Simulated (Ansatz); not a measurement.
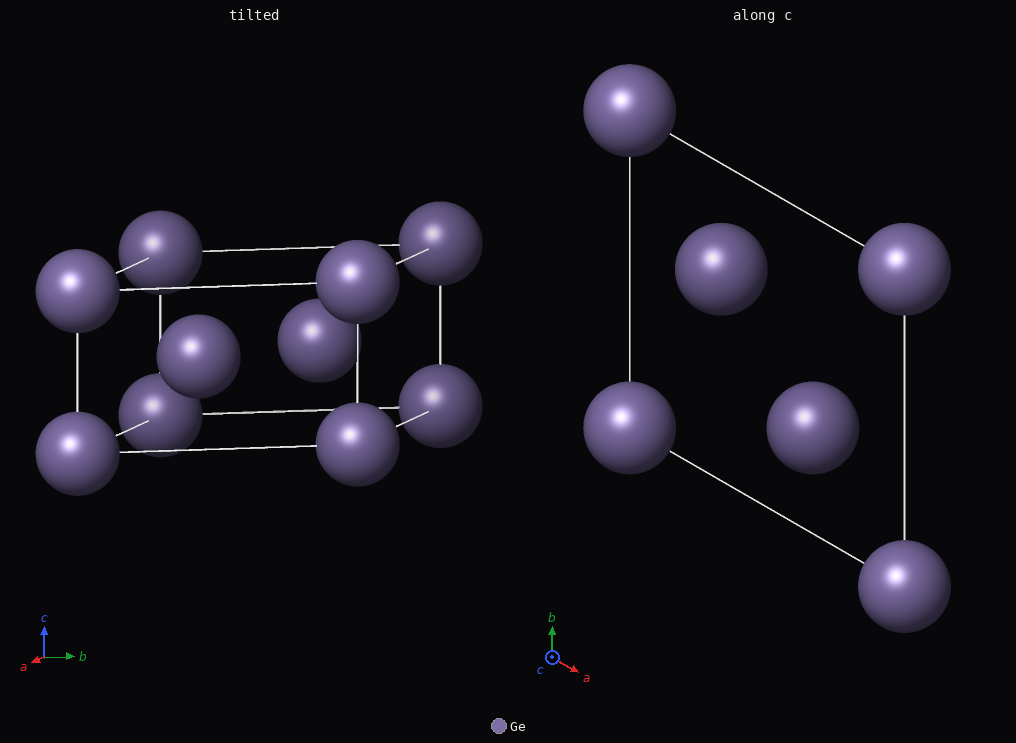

An orthographic spheres-only view of the structure, slightly off an axis and along the c axis. The frame is the conventional unit cell; atoms at its boundary are shown with their periodic copies.

Edges and angles: a = 4.851 Å, b = 4.851 Å, c = 2.769 Å, α = 90.00°, β = 90.00°, γ = 120.00°.

### How many atoms make up the cell?

3 (germanium), counting shared atoms by their share.

### What is the Hermann-Mauguin symbol of the space group?

P6/mmm (No. 191), with Ge on 1a and Ge on 2d.

### Identify the structure type.

Ω phase (AlB₂-like).

The cell started as a textbook structure type filled with this element (whether it is the usual form wasn't checked). The picture shows the end point of a geometry optimisation with DFT r2SCAN, scalar-relativistic, plane waves, PAW in Ansatz 0.2.0.
